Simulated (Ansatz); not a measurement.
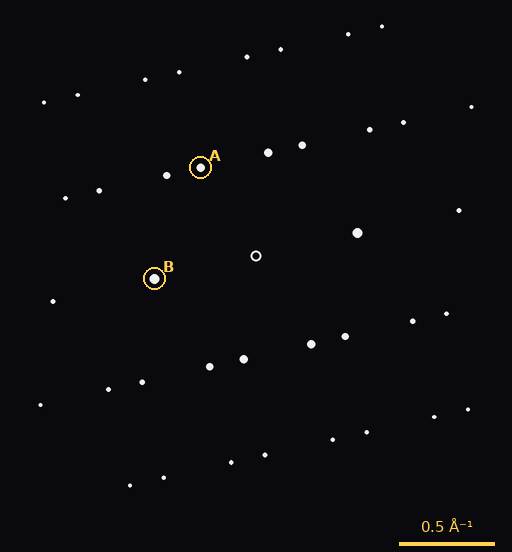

Kinematic zone-axis pattern, calculated for 100 keV electrons with B = 0.8 Å². Two individuals of a reflection twin are superposed (a geometric construction: whether this twin forms is not tested). Crystal: Be, space group Fm-3m (No. 225), a = 3.16 Å, zone axis [110]. Structure: the geometry relaxed with Ansatz 0.2.0, DFT PBE, scalar-relativistic, plane waves, PAW; the starting structure was generated, so it need not be a known form of this composition.

```json
{"atom": "Be", "site": "4a", "symmetry": "m-3m", "x": "0.0000", "y": "0.0000", "z": "0.0000"}
```

In the first individual spot A is -1 1 -1 and spot B is -1 1 1.

**Find the twin plane.**

(1-1-1). The spot positions of the combined pattern are mirror-symmetric about the row through 1 -1 -1 (d = 1.823 Å), which both individuals share, while a single individual has only symmetry 2mm without that mirror line. Friedel's law adds the mirror line at right angles, so a twin on (1-12) would give the same picture; the more widely spaced plane was used.

**Which other reflections coincide?**

Within the frame only the reflections of the common row coincide.
